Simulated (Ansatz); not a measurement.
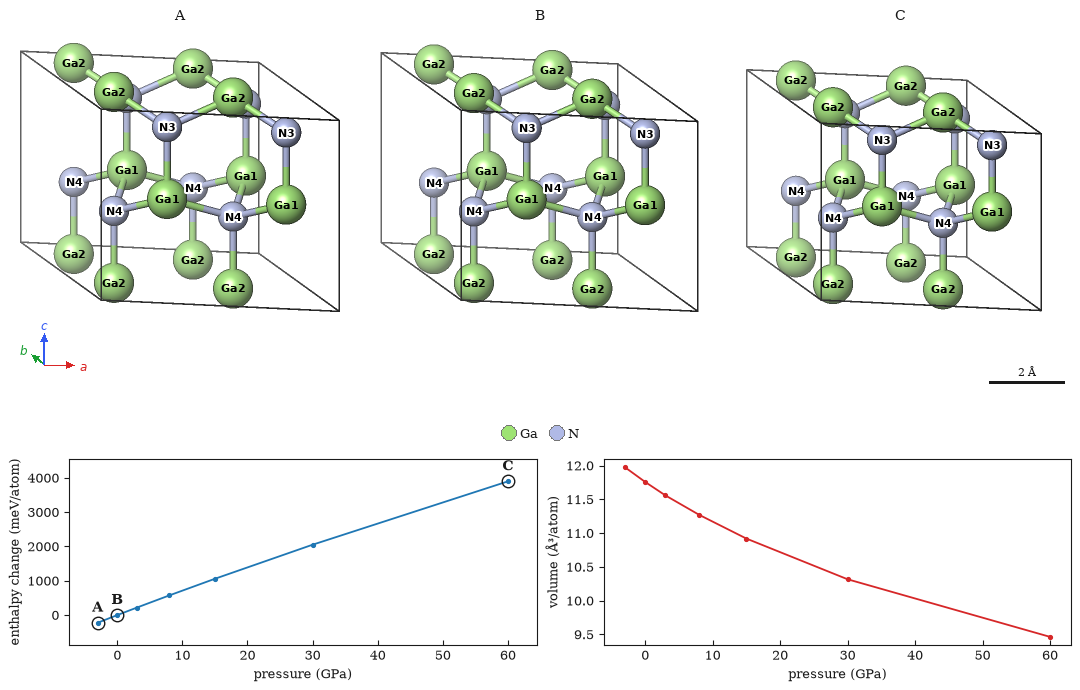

Members of a series of calculations on solid GaN (set up in P6_3mc), marked on the first curve. A ball-and-stick model of the cell of the calculation, repeated to show the pattern, seen slightly off an axis.

Method: DFT PBE, scalar-relativistic, plane waves, PAW (Ansatz). (plane-wave cutoff 420 eV; k-point mesh 12 × 12 × 6; occupations gaussian; smearing width 0.02 eV; no spin polarisation)

Question: Describe the series.

Answer: The structure is relaxed at several pressures. A (pressure −3.0 GPa): enthalpy change −222 meV/atom, volume 11.98 Å³ per atom. B (pressure 0.0 GPa): enthalpy change 0.0 meV/atom, volume 11.76 Å³ per atom. C (pressure 60.0 GPa): enthalpy change 3899 meV/atom, volume 9.47 Å³ per atom. The rest compares A with C. The drawn cell changes as follows: a = b 6.476 → 5.984 Å (−7.6 %), c 5.276 → 4.884 Å (−7.4 %); the volume changes by −21.0 %. Near-neighbour distances before and after: Ga–N 1.981 → 1.831 to 1.835 Å.
